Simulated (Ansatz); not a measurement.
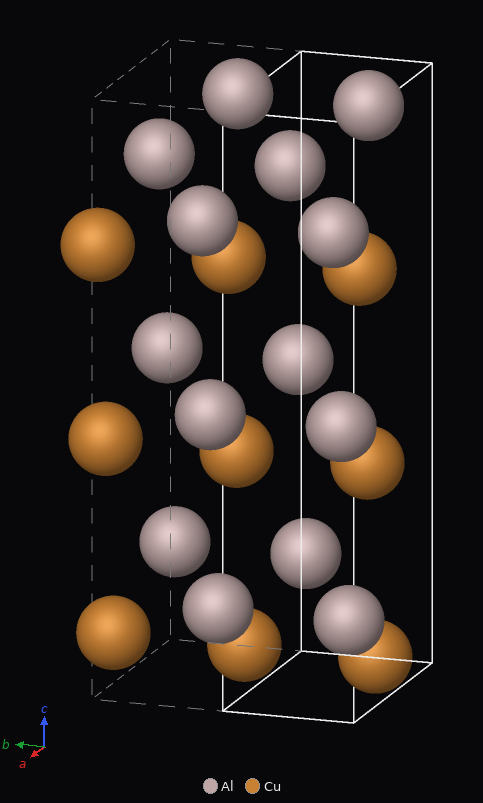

Figure: spheres-only view from a general direction. Shown are 1×2×1 repeats of the conventional unit cell, one of them outlined in solid lines. Cell: a = 4.084 Å, b = 2.846 Å, c = 12.314 Å, α = 90.00°, β = 95.71°, γ = 90.00°.

Summary of the structure:

The stoichiometry is Al2Cu. Space group Pm (No. 6), lattice primitive monoclinic. Content of the cell: 6 Al, 3 Cu (Z = 3).

Provenance: a structure listed in the Materials Project. The cell was then strained or its atoms displaced on purpose. It was run through Ansatz as a DFT input.

At this level of theory the run's own cell isn't at rest (forces up to 3.6 eV/Å), so its distances can differ from those at equilibrium, the more so the softer the solid.
